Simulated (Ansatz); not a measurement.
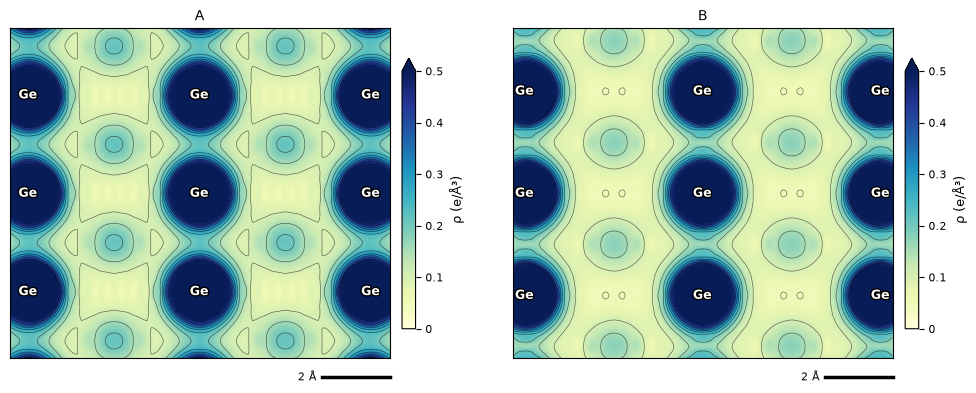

Ge. The valence electron density of two cells that differ in size, on the (100) plane of each (indices in the axes of the calculation cell), at one length scale and on one colour scale: B has 24.2 Å³ an atom and A 21.6.

These are results of Ansatz, DFT, BLYP, plane waves (420 eV) with PAW, scalar-relativistic, not measurements.

In a PAW calculation such maps are meaningful between the atoms, not at the nuclei.

The larger cell:

```
CELL_PARAMETERS angstrom
5.26559 0.00000 0.00000
-2.63279 4.56013 0.00000
0.00000 0.00000 3.02136
ATOMIC_POSITIONS crystal
Ge 0.00000 0.00000 0.00000
Ge 0.33333 0.66667 0.50000
Ge 0.66667 0.33333 0.50000
```

The smaller cell: a = 5.070 Å, b = 5.070 Å, c = 2.909 Å, α = 90.00°, β = 90.00°, γ = 120.00°.

**What does the compression do to the bonding and the properties?**

From the larger cell to the smaller, Ge–Ge goes from 3.02 to 2.91 Å, and the density at its midpoint from 0.15 to 0.22 e/Å³; the pressure goes from −4.3 to −0.1 GPa.
